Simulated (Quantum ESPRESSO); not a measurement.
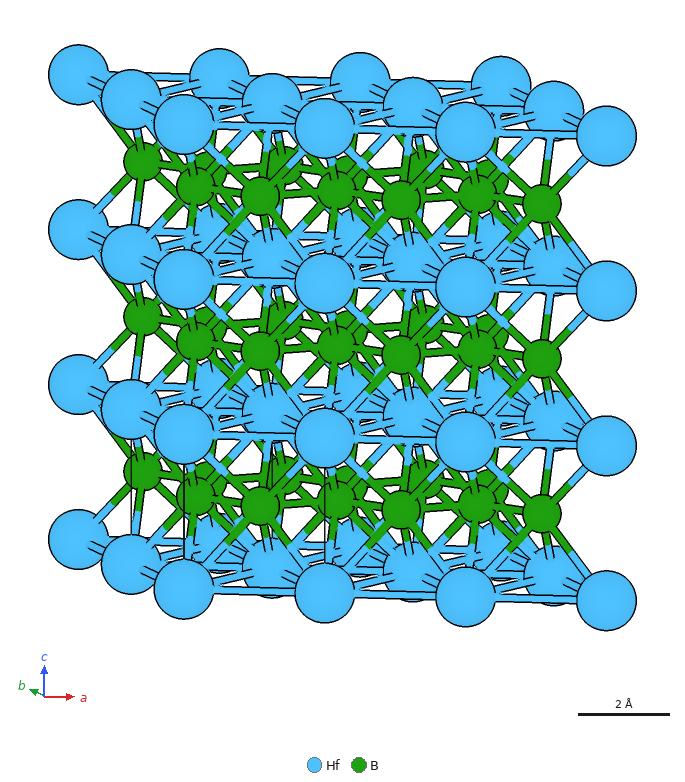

The structure (ball-and-stick view of the cell of the calculation, repeated 3 × 2 × 3, seen slightly off an axis). An atom can appear more than once, as a periodic image.

Band-structure run of HfB₂ (part 1 of 3)

HfB₂ (P6/mmm, 3 atoms in the cell), computed with Kohn-Sham DFT of a periodic cell, PBEsol, spin-orbit coupling, PseudoDojo 0.4 FR PBEsol standard, no spin polarisation (Quantum ESPRESSO 7.5).

The structure derives from an entry of the Crystallography Open Database.

## The input
```
&CONTROL
  calculation = 'scf'
  prefix = 'pwscf'
  outdir = './tmp'
  pseudo_dir = './pseudo'
  tprnfor = .true.
  tstress = .true.
  disk_io = 'low'
/
&SYSTEM
  ibrav = 0
  A = 3.14
  nat = 3
  ntyp = 2
  ecutwfc = 76
  nbnd = 30
  occupations = 'smearing'
  smearing = 'fd'
  degauss = 0.00367493
  noncolin = .true.
  lspinorb = .true.
/
&ELECTRONS
  conv_thr = 6d-10
  electron_maxstep = 120
  mixing_beta = 0.5
/
ATOMIC_SPECIES
Hf   178.4900 Hf.upf
B     10.8100 B.upf
CELL_PARAMETERS alat
   1.0000000000    0.0000000000    0.0000000000
  -0.5000000000    0.8660254038    0.0000000000
   0.0000000000    0.0000000000    1.1082802548
ATOMIC_POSITIONS alat
Hf     0.0000000000    0.0000000000    0.0000000000
B      0.5000000000    0.2886751346    0.5541401274
B     -0.0000000001    0.5773502692    0.5541401274
K_POINTS automatic
10 10 8 0 0 0
```

## File bands.in
```
&CONTROL
  calculation = 'bands'
  prefix = 'pwscf'
  outdir = './tmp'
  pseudo_dir = './pseudo'
  disk_io = 'low'
  verbosity = 'high'
/
&SYSTEM
  ibrav = 0
  A = 3.14
  nat = 3
  ntyp = 2
  ecutwfc = 76
  nbnd = 30
  occupations = 'smearing'
  smearing = 'fd'
  degauss = 0.00367493
  noncolin = .true.
  lspinorb = .true.
/
&ELECTRONS
  conv_thr = 1d-08
  electron_maxstep = 120
  mixing_beta = 0.5
  diago_full_acc = .true.
/
ATOMIC_SPECIES
Hf   178.4900 Hf.upf
B     10.8100 B.upf
CELL_PARAMETERS alat
   1.0000000000    0.0000000000    0.0000000000
  -0.5000000000    0.8660254038    0.0000000000
   0.0000000000    0.0000000000    1.1082802548
ATOMIC_POSITIONS alat
Hf     0.0000000000    0.0000000000    0.0000000000
B      0.5000000000    0.2886751346    0.5541401274
B     -0.0000000001    0.5773502692    0.5541401274
K_POINTS crystal
60
 0.0000000000  0.0000000000  0.0000000000 1
 0.0714285714  0.0000000000  0.0000000000 1
 0.1428571429  0.0000000000  0.0000000000 1
 0.2142857143  0.0000000000  0.0000000000 1
 0.2857142857  0.0000000000  0.0000000000 1
 0.3571428571  0.0000000000  0.0000000000 1
 0.4285714286  0.0000000000  0.0000000000 1
 0.5000000000  0.0000000000  0.0000000000 1
 0.4444444444  0.1111111111  0.0000000000 1
 0.3888888889  0.2222222222  0.0000000000 1
 0.3333333333  0.3333333333  0.0000000000 1
 0.2916666667  0.2916666667  0.0000000000 1
 0.2500000000  0.2500000000  0.0000000000 1
 0.2083333333  0.2083333333  0.0000000000 1
 0.1666666667  0.1666666667  0.0000000000 1
 0.1250000000  0.1250000000  0.0000000000 1
 0.0833333333  0.0833333333  0.0000000000 1
 0.0416666667  0.0416666667  0.0000000000 1
 0.0000000000  0.0000000000  0.0000000000 1
 0.0000000000  0.0000000000  0.1000000000 1
 0.0000000000  0.0000000000  0.2000000000 1
 0.0000000000  0.0000000000  0.3000000000 1
 0.0000000000  0.0000000000  0.4000000000 1
 0.0000000000  0.0000000000  0.5000000000 1
 0.0625000000  0.0000000000  0.5000000000 1
 0.1250000000  0.0000000000  0.5000000000 1
 0.1875000000  0.0000000000  0.5000000000 1
 0.2500000000  0.0000000000  0.5000000000 1
 0.3125000000  0.0000000000  0.5000000000 1
 0.3750000000  0.0000000000  0.5000000000 1
 0.4375000000  0.0000000000  0.5000000000 1
 0.5000000000  0.0000000000  0.5000000000 1
 0.4583333333  0.0833333333  0.5000000000 1
 0.4166666667  0.1666666667  0.5000000000 1
 0.3750000000  0.2500000000  0.5000000000 1
 0.3333333333  0.3333333333  0.5000000000 1
 0.3000000000  0.3000000000  0.5000000000 1
 0.2666666667  0.2666666667  0.5000000000 1
 0.2333333333  0.2333333333  0.5000000000 1
 0.2000000000  0.2000000000  0.5000000000 1
 0.1666666667  0.1666666667  0.5000000000 1
 0.1333333333  0.1333333333  0.5000000000 1
 0.1000000000  0.1000000000  0.5000000000 1
 0.0666666667  0.0666666667  0.5000000000 1
 0.0333333333  0.0333333333  0.5000000000 1
 0.0000000000  0.0000000000  0.5000000000 1
 0.5000000000  0.0000000000  0.5000000000 1
 0.5000000000  0.0000000000  0.4166666667 1
 0.5000000000  0.0000000000  0.3333333333 1
 0.5000000000  0.0000000000  0.2500000000 1
 0.5000000000  0.0000000000  0.1666666667 1
 0.5000000000  0.0000000000  0.0833333333 1
 0.5000000000  0.0000000000  0.0000000000 1
 0.3333333333  0.3333333333  0.0000000000 1
 0.3333333333  0.3333333333  0.0833333333 1
 0.3333333333  0.3333333333  0.1666666667 1
 0.3333333333  0.3333333333  0.2500000000 1
 0.3333333333  0.3333333333  0.3333333333 1
 0.3333333333  0.3333333333  0.4166666667 1
 0.3333333333  0.3333333333  0.5000000000 1
```

Run on 1 thread of INTEL XEON PLATINUM @ 2.30GHz (Emerald Rapids), 24 GiB of memory available, shared host.

Launched with:
```bash
OMP_NUM_THREADS=1 pw.x -in pw.in > pw.out
OMP_NUM_THREADS=1 pw.x -in bands.in > bands.out
```

## Output
```
This program is part of the open-source Quantum ESPRESSO suite
     for quantum simulation of materials; please cite
         "P. Giannozzi et al., J. Phys.:Condens. Matter 21 395502 (2009);
         "P. Giannozzi et al., J. Phys.:Condens. Matter 29 465901 (2017);
         "P. Giannozzi et al., J. Chem. Phys. 152 154105 (2020);
          URL
     in publications or presentations arising from this work. More details at

     Message from routine setup:
     using ibrav=0 with symmetry is DISCOURAGED, use correct ibrav instead

     G-vector sticks info
     --------------------
     sticks:   dense  smooth     PW     G-vecs:    dense   smooth      PW
     Sum         745     745    211                17977    17977    2893

     Using Slab Decomposition

     bravais-lattice index     =            0
     lattice parameter (alat)  =       5.9337  a.u.
     unit-cell volume          =     200.5237 (a.u.)^3
     number of atoms/cell      =            3
     number of atomic types    =            2
     number of electrons       =        18.00
     number of Kohn-Sham states=           30
     kinetic-energy cutoff     =      76.0000  Ry
     charge density cutoff     =     304.0000  Ry
     scf convergence threshold =      6.0E-10
     mixing beta               =       0.5000
     number of iterations used =            8  plain     mixing
     Exchange-correlation= PBESOL
                           (   1   4  10   8   0   0   0)
     Non magnetic calculation with spin-orbit

     celldm(1)=   5.933740  celldm(2)=   0.000000  celldm(3)=   0.000000
     celldm(4)=   0.000000  celldm(5)=   0.000000  celldm(6)=   0.000000

     crystal axes: (cart. coord. in units of alat)
               a(1) = (   1.000000   0.000000   0.000000 )
               a(2) = (  -0.500000   0.866025   0.000000 )
               a(3) = (   0.000000   0.000000   1.108280 )

     reciprocal axes: (cart. coord. in units 2 pi/alat)
               b(1) = (  1.000000  0.577350 -0.000000 )
               b(2) = (  0.000000  1.154701  0.000000 )
               b(3) = (  0.000000 -0.000000  0.902299 )

     PseudoPot. # 1 for Hf read from file:
     Hf.upf
     Pseudo is Norm-conserving + core correction, Zval = 12.0
     Generated using ONCVPSP code by D. R. Hamann
     Using radial grid of 1696 points, 14 beta functions with:
                l(1) =   0
                l(2) =   0
                l(3) =   1
                l(4) =   1
                l(5) =   1
                l(6) =   1
                l(7) =   2
                l(8) =   2
                l(9) =   2
               l(10) =   2
               l(11) =   3
               l(12) =   3
               l(13) =   3
               l(14) =   3

     PseudoPot. # 2 for B  read from file:
     B.upf
     Pseudo is Norm-conserving + core correction, Zval =  3.0
     Generated using ONCVPSP code by D. R. Hamann
     Using radial grid of 1534 points,  6 beta functions with:
                l(1) =   0
                l(2) =   0
                l(3) =   1
                l(4) =   1
                l(5) =   1
                l(6) =   1

     atomic species   valence    mass     pseudopotential
     Hf               12.00   178.49000     Hf( 1.00)
     B                 3.00    10.81000     B ( 1.00)

     24 Sym. Ops., with inversion, found

   Cartesian axes

     site n.     atom                  positions (alat units)
         1        Hf     tau(   1) = (   0.0000000   0.0000000   0.0000000  )
         2        B      tau(   2) = (   0.5000000   0.2886751   0.5541401  )
         3        B      tau(   3) = (  -0.0000000   0.5773503   0.5541401  )

     number of k points=    70  Fermi-Dirac smearing, width (Ry)=  0.0037
                       cart. coord. in units 2pi/alat
        k(    1) = (   0.0000000   0.0000000   0.0000000), wk =   0.0012500
        k(    2) = (   0.0000000   0.0000000   0.1127874), wk =   0.0025000
        k(    3) = (   0.0000000   0.0000000   0.2255747), wk =   0.0025000
        k(    4) = (   0.0000000   0.0000000   0.3383621), wk =   0.0025000
        k(    5) = (   0.0000000   0.0000000  -0.4511494), wk =   0.0012500
        k(    6) = (   0.0000000   0.1154701   0.0000000), wk =   0.0075000
        k(    7) = (   0.0000000   0.1154701   0.1127874), wk =   0.0150000
        k(    8) = (   0.0000000   0.1154701   0.2255747), wk =   0.0150000
        k(    9) = (   0.0000000   0.1154701   0.3383621), wk =   0.0150000
        k(   10) = (   0.0000000   0.1154701  -0.4511494), wk =   0.0075000
        k(   11) = (   0.0000000   0.2309401   0.0000000), wk =   0.0075000
        k(   12) = (   0.0000000   0.2309401   0.1127874), wk =   0.0150000
        k(   13) = (   0.0000000   0.2309401   0.2255747), wk =   0.0150000
        k(   14) = (   0.0000000   0.2309401   0.3383621), wk =   0.0150000
        k(   15) = (   0.0000000   0.2309401  -0.4511494), wk =   0.0075000
        k(   16) = (   0.0000000   0.3464102   0.0000000), wk =   0.0075000
        k(   17) = (   0.0000000   0.3464102   0.1127874), wk =   0.0150000
        k(   18) = (   0.0000000   0.3464102   0.2255747), wk =   0.0150000
        k(   19) = (   0.0000000   0.3464102   0.3383621), wk =   0.0150000
        k(   20) = (   0.0000000   0.3464102  -0.4511494), wk =   0.0075000
        k(   21) = (   0.0000000   0.4618802   0.0000000), wk =   0.0075000
        k(   22) = (   0.0000000   0.4618802   0.1127874), wk =   0.0150000
        k(   23) = (   0.0000000   0.4618802   0.2255747), wk =   0.0150000
        k(   24) = (   0.0000000   0.4618802   0.3383621), wk =   0.0150000
        k(   25) = (   0.0000000   0.4618802  -0.4511494), wk =   0.0075000
        k(   26) = (   0.0000000  -0.5773503   0.0000000), wk =   0.0037500
        k(   27) = (   0.0000000  -0.5773503   0.1127874), wk =   0.0075000
        k(   28) = (   0.0000000  -0.5773503   0.2255747), wk =   0.0075000
        k(   29) = (   0.0000000  -0.5773503   0.3383621), wk =   0.0075000
        k(   30) = (   0.0000000  -0.5773503  -0.4511494), wk =   0.0037500
        k(   31) = (   0.1000000   0.1732051   0.0000000), wk =   0.0075000
        k(   32) = (   0.1000000   0.1732051   0.1127874), wk =   0.0150000
        k(   33) = (   0.1000000   0.1732051   0.2255747), wk =   0.0150000
        k(   34) = (   0.1000000   0.1732051   0.3383621), wk =   0.0150000
        k(   35) = (   0.1000000   0.1732051  -0.4511494), wk =   0.0075000
        k(   36) = (   0.1000000   0.2886751   0.0000000), wk =   0.0150000
        k(   37) = (   0.1000000   0.2886751   0.1127874), wk =   0.0300000
        k(   38) = (   0.1000000   0.2886751   0.2255747), wk =   0.0300000
        k(   39) = (   0.1000000   0.2886751   0.3383621), wk =   0.0300000
        k(   40) = (   0.1000000   0.2886751  -0.4511494), wk =   0.0150000
        k(   41) = (   0.1000000   0.4041452   0.0000000), wk =   0.0150000
        k(   42) = (   0.1000000   0.4041452   0.1127874), wk =   0.0300000
        k(   43) = (   0.1000000   0.4041452   0.2255747), wk =   0.0300000
        k(   44) = (   0.1000000   0.4041452   0.3383621), wk =   0.0300000
        k(   45) = (   0.1000000   0.4041452  -0.4511494), wk =   0.0150000
        k(   46) = (   0.1000000   0.5196152   0.0000000), wk =   0.0150000
        k(   47) = (   0.1000000   0.5196152   0.1127874), wk =   0.0300000
        k(   48) = (   0.1000000   0.5196152   0.2255747), wk =   0.0300000
        k(   49) = (   0.1000000   0.5196152   0.3383621), wk =   0.0300000
        k(   50) = (   0.1000000   0.5196152  -0.4511494), wk =   0.0150000
        k(   51) = (   0.2000000   0.3464102   0.0000000), wk =   0.0075000
        k(   52) = (   0.2000000   0.3464102   0.1127874), wk =   0.0150000
        k(   53) = (   0.2000000   0.3464102   0.2255747), wk =   0.0150000
        k(   54) = (   0.2000000   0.3464102   0.3383621), wk =   0.0150000
        k(   55) = (   0.2000000   0.3464102  -0.4511494), wk =   0.0075000
        k(   56) = (   0.2000000   0.4618802   0.0000000), wk =   0.0150000
        k(   57) = (   0.2000000   0.4618802   0.1127874), wk =   0.0300000
        k(   58) = (   0.2000000   0.4618802   0.2255747), wk =   0.0300000
        k(   59) = (   0.2000000   0.4618802   0.3383621), wk =   0.0300000
        k(   60) = (   0.2000000   0.4618802  -0.4511494), wk =   0.0150000
        k(   61) = (   0.2000000   0.5773503   0.0000000), wk =   0.0075000
        k(   62) = (   0.2000000   0.5773503   0.1127874), wk =   0.0150000
        k(   63) = (   0.2000000   0.5773503   0.2255747), wk =   0.0150000
        k(   64) = (   0.2000000   0.5773503   0.3383621), wk =   0.0150000
        k(   65) = (   0.2000000   0.5773503  -0.4511494), wk =   0.0075000
        k(   66) = (   0.3000000   0.5196152   0.0000000), wk =   0.0075000
        k(   67) = (   0.3000000   0.5196152   0.1127874), wk =   0.0150000
        k(   68) = (   0.3000000   0.5196152   0.2255747), wk =   0.0150000
        k(   69) = (   0.3000000   0.5196152   0.3383621), wk =   0.0150000
        k(   70) = (   0.3000000   0.5196152  -0.4511494), wk =   0.0075000

     Dense  grid:    17977 G-vectors     FFT dimensions: (  36,  36,  40)

     Initial potential from superposition of free atoms

     starting charge      17.9978, renormalised to      18.0000
     Starting wfcs are   36 randomized atomic wfcs

     Self-consistent Calculation

     iteration #  1     ecut=    76.00 Ry     beta= 0.50
     Davidson diagonalization with overlap
     ethr =  1.00E-02,  avg # of iterations =  2.8

     total energy              =    -124.91621927 Ry
     estimated scf accuracy    <       0.24836289 Ry

     iteration #  2     ecut=    76.00 Ry     beta= 0.50
     Davidson diagonalization with overlap
     ethr =  1.38E-03,  avg # of iterations =  2.1

     total energy              =    -124.98549947 Ry
     estimated scf accuracy    <       0.01708121 Ry

     iteration #  3     ecut=    76.00 Ry     beta= 0.50
     Davidson diagonalization with overlap
     ethr =  9.49E-05,  avg # of iterations =  4.3

     total energy              =    -124.98927799 Ry
     estimated scf accuracy    <       0.00065326 Ry
```
